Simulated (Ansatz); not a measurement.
**Run report: CdS, single-point calculation**

The run: single-point calculation of CdS (Cm, 4 atoms in the cell). Method and program: DFT PBE, scalar-relativistic, plane waves, PAW, no spin polarisation (Ansatz 0.2.0).

The structure derives from an entry of the Crystallography Open Database. It belongs to a series of runs on one base structure; here: atom 3 (S) moved by (-0.100, +0.000) A along y and z. Figures and captions count atoms from 1; the log counts them from 0 in places.

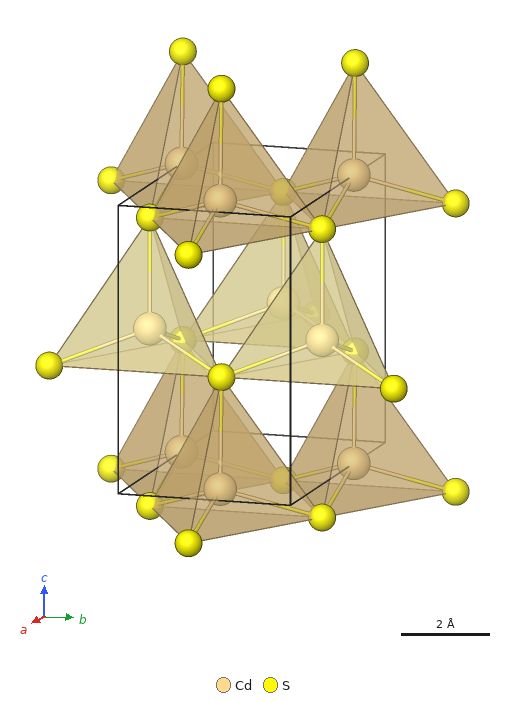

**Figure 1.** The structure (polyhedral view of the cell 2 times as large as that of the calculation, set on its symmetry axes, seen slightly off an axis; polyhedra are completed across the faces of the cell). An atom can appear more than once, as a periodic image.

## Summary

| quantity | value |
| --- | --- |
| outcome | converged |
| space group (tolerance 0.01 Å) | Cm (8) |
| electrons treated | 52 |
| free energy | −18315.5864 eV |
| Fermi energy | 7.423 eV |
| gap on the k-point mesh | 1.22 eV |
| pressure | 2.65 GPa |
| largest force (length of the vector) | 0.621 eV/Å |
| hardware | 1 thread of Arm Neoverse V1, 24 GiB of memory available, shared host |
| wall time | 35 s |
| peak memory | 0.58 GiB |

## Input file
```yaml
crystal:
  lattice:
    - [4.1347992034, 0.0, 0.0]
    - [-2.0673996017, 3.5808411497, 0.0]
    - [0.0, 0.0, 6.749]
  atoms:
    - { symbol: Cd, position: [0.3333333333, 0.6666666667, 0.0] }
    - { symbol: Cd, position: [0.6666666667, 0.3333333333, 0.5] }
    - { symbol: S, position: [0.3193701337, 0.6387402673, 0.385] }
    - { symbol: S, position: [0.6666666667, 0.3333333333, 0.885] }
basis:
  ecutwfc: 420
kpoints:
  mp_grid: { grid: [12, 12, 4] }
hamiltonian:
  xc: pbe
scf:
  occupations: { method: gaussian, width: 0.05 }
output:
  forces: true
  stress: true
  eigenvalues: true
```

Command:
```bash
ansatz run input.yaml --threads 1 --pin off --max-ram 2560MiB --backend cpu --events-out ev --progress --plain --runs-dir out
```

## Log
```
Engine: ansatz 0.2.0, aarch64-unknown-linux-gnu
Pseudopotentials: kind: paw
Pseudopotential: Cd, paw, valence charge 20, recommended cutoff 420 eV (normal), Cd.paw.azcp
Pseudopotential: S, paw, valence charge 6, recommended cutoff 420 eV (normal), S.paw.azcp
Functional definition: PBE
  parameter kappa = 0.804
  parameter beta = 0.06672455060314922
  exchange = pbe_x(kappa = kappa, mu = beta*pi^2/3)
  correlation = pbe_c(beta = beta)
Crystal: 4 atoms, lattice volume = 99.926 Å³
Basis set: ecut = 420 eV, 1967 PW (Γ), exchange–correlation on 60×60×96 points (8 copies of the dense FFT grid, shifted against one another)
Bands: 32, of which v1, the nominal top of the filled ones, is band 26 counted from 1 (25 counted from 0)
Symmetry: 2 space group operations
Space group: Cm (ITA 8), of the structure as read, at distance tolerance 4.6e-5 Å
k-points: 164 of 576 (time reversal used)
Non-local potential: Cd, projectors of the file, l = 0: 3, l = 1: 2, l = 2: 2, l = 3: 1
Non-local potential: S, projectors of the file, l = 0: 2, l = 1: 2, l = 2: 2
PAW form: soft (Blöchl's): semilocal exchange-correlation on the pseudo side does not see the compensation charge
PAW one-centre angular grid: Cd, 590 points (default); XC on 64 Gauss nodes
PAW one-centre angular grid: S, 110 points (default); XC on 64 Gauss nodes
Initial density: superposition of atomic densities (neutral atoms: chi_scale 0, normalization atom), corrected by the library's trained network
Initial wavefunctions: pseudopotential atomic-orbital guess
Functional: x = pbe(κ = 0.804, μ = 0.2195149727645171), c = pbe(β = 0.06672455060314922)
SCF iter   1: F=—  HF=-18315.584761 eV  |F-HF|=—  |Δ(HF+E_count)|=         —  Δρ=6.30e-4  dr2=4.62e-4  ethr=1.77e-3  ⟨swp⟩=6.1  Hψ=20995  notcnv=0
preconditioner: auto → Resta (q_TF=auto, 2.447 Å⁻¹)  ε∞=4.7  [insulator: Δε(μ)=1.214 eV  Ē_g=11.651 eV  σ=0.050 eV  W_gap=1.00  n_scr=22 (ndim 8)  ℏωp=22.3 eV  f_vac=0.128  D(μ)=0.00/eV (n_scr^D=0)  ε∞_Penn≈4.7]
SCF iter   2: F=—  HF=-18315.586349 eV  |F-HF|=—  |Δ(HF+E_count)|=   1.59e-3  Δρ=3.22e-4  dr2=1.25e-4  ethr=8.89e-7  ⟨swp⟩=2.9  Hψ=11347  notcnv=0
SCF iter   3: F=—  HF=-18315.586414 eV  |F-HF|=—  |Δ(HF+E_count)|=   6.50e-5  Δρ=1.12e-4  dr2=1.03e-5  ethr=2.40e-7  ⟨swp⟩=2.0  Hψ=7898  notcnv=0
automatic band count: iteration 3 solves 31 bands in place of 32: the levels show a gap, and the empty bands left out lie too high to hold charge; the band table lists the bands solved (type scf.n_extra_bands for more)
SCF iter   4: F=—  HF=-18315.586379 eV  |F-HF|=—  |Δ(HF+E_count)|=   3.55e-5  Δρ=4.81e-5  dr2=2.17e-6  ethr=1.99e-8  ⟨swp⟩=2.2  Hψ=7863  notcnv=0
SCF iter   5: F=—  HF=-18315.586382 eV  |F-HF|=—  |Δ(HF+E_count)|=   3.48e-6  Δρ=1.09e-5  dr2=1.48e-7  ethr=4.18e-9  ⟨swp⟩=2.0  Hψ=7915  notcnv=0
SCF iter   6: F=-18315.586382 eV  HF=-18315.586382 eV  |F-HF|=1.12e-8  |Δ(HF+E_count)|=   1.50e-7  Δρ=3.78e-6  dr2=2.14e-8  ethr=1.92e-10  ⟨swp⟩=6.5  Hψ=20575  notcnv=0
SCF 1 converged in 6 iterations: F = -18315.586382 eV  dr2 = 2.14e-8
  greatest PAW one-centre occupation: 1.000 electrons in one spin orbital (limit 2), on the Cd atom at site 1 (counted from 0), in its partial waves of l = 0
SCF converged after 6 iterations
Free energy (F): -18315.586382 eV
Harris-Foulkes:  -18315.586382 eV  (|F-HF|=1.12e-8)
Internal energy: -18315.586382 eV  (E = F + TS)
E sigma→0 (E₀):  -18315.586382 eV
Fermi energy:    7.422578 eV
--- Per-component energies (eV) ---
  E_band       = -1017.751143
  E_kinetic    = 1223.905067
  E_local      = -8058.211926  (includes V_loc(G=0)·N_el)
  E_nonlocal   = 124.329134
  E_hartree    = 3700.571387
  E_xc         = -547.878005
  E_vxc        = -618.344226  (∫ρ·V_xc dr)
  E_paw        = -9367.582497  (= ΣΔE_a)
  E_vpaw       = -1090.580900  (= ΣTr[D̂ρ^β])
  E_aug_tail   = 0.000031  (compensation charges beyond the density's cutoff)
  E_ewald      = -5390.719573
  E_smearing   = -0.000000  (= −TS)
  E_closure    = -0.000000  (closes the sum)
  Σ components = -18315.586382   (vs F -18315.586382, Δ=0.00e0)
--- Forces (eV/Å), atoms counted from 1 ---
  atom   1  Cd     0.00000000    -0.00944547     0.26506581
  atom   2  Cd     0.00000000    -0.48375531     0.30148320
  atom   3  S      0.00000000     0.53766801    -0.30979712
  atom   4  S      0.00000000    -0.04447893    -0.25675813
  max |Σ_I F_I| component: 1.17e-5 eV/Å
--- Stress (GPa, compression-positive) ---
        4.595828       0.000000       0.000000
        0.000000       2.284942      -0.544000
        0.000000      -0.544000       1.076268
  P = ⅓ Tr σ = 2.6523 GPa (26.523 kbar)
--- Band table (eV; the first three rows and the last of 164) ---
  k-point 0: bands = ["-94.4834", "-94.4745", "-55.5593", "-55.5555", "-55.5541", "-55.5507", "-55.5470", "-55.5442", "-5.5300", "-5.1179", "-0.9298", "-0.8791", "-0.8437", "-0.8391", "-0.7835", "-0.4565", "-0.4526", "-0.3663", "-0.3611", "-0.0131", "2.5946", "6.0416", "6.1716", "6.7686", "6.7906", "6.8123", "8.0328", "9.5383", "13.2782", "13.2836", "13.5334"]
  k-point 1: bands = ["-94.4834", "-94.4745", "-55.5593", "-55.5555", "-55.5541", "-55.5507", "-55.5470", "-55.5442", "-5.4684", "-5.1760", "-0.9244", "-0.8727", "-0.8498", "-0.8311", "-0.7631", "-0.4414", "-0.4367", "-0.3768", "-0.3725", "-0.2587", "3.1760", "5.8032", "6.1418", "6.2606", "6.6758", "6.7186", "8.8963", "9.6200", "13.0428", "13.3007", "13.3705"]
  k-point 2: bands = ["-94.4834", "-94.4745", "-55.5593", "-55.5555", "-55.5541", "-55.5507", "-55.5470", "-55.5442", "-5.3262", "-5.3147", "-0.9168", "-0.8639", "-0.8627", "-0.8349", "-0.6095", "-0.5907", "-0.4137", "-0.4017", "-0.3999", "-0.3987", "4.4134", "4.4226", "6.3492", "6.4353", "6.4540", "6.5373", "9.6226", "9.6328", "12.9076", "12.9176", "13.4318"]
  k-point 163: bands = ["-94.4834", "-94.4745", "-55.5594", "-55.5555", "-55.5545", "-55.5507", "-55.5474", "-55.5444", "-5.0302", "-5.0265", "-0.7031", "-0.6898", "-0.6654", "-0.6525", "-0.5143", "-0.4911", "-0.4130", "-0.3987", "-0.0242", "-0.0060", "2.8618", "2.9583", "4.7530", "4.8134", "5.6642", "5.6873", "11.0454", "11.1021", "12.5332", "12.6364", "13.5290"]
```

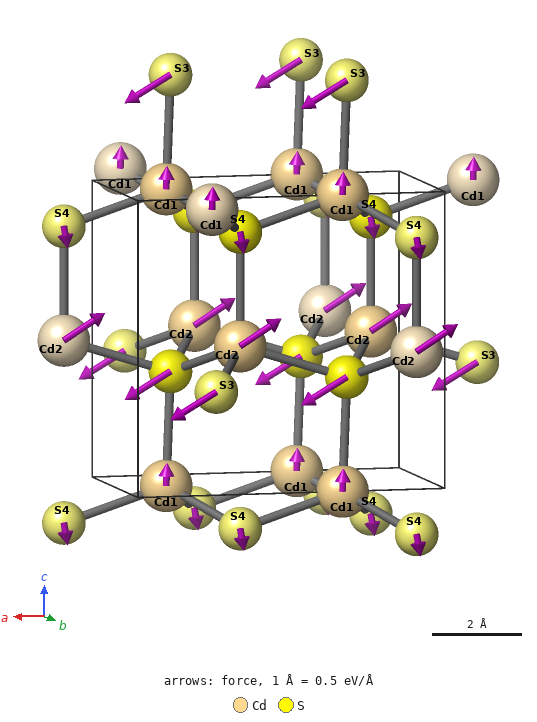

**Figure 2.** Forces on the atoms as pink arrows (ball-and-stick view of the cell 2 times as large as that of the calculation, set on its symmetry axes, seen at an oblique angle; neighbours outside the cell are drawn fainter; atoms are numbered from 1 in the order of the input). The largest act on S3 (0.62 eV/Å); Cd2 (0.57 eV/Å); Cd1 (0.27 eV/Å); S4 (0.26 eV/Å). The geometry is not a stationary point of this energy.
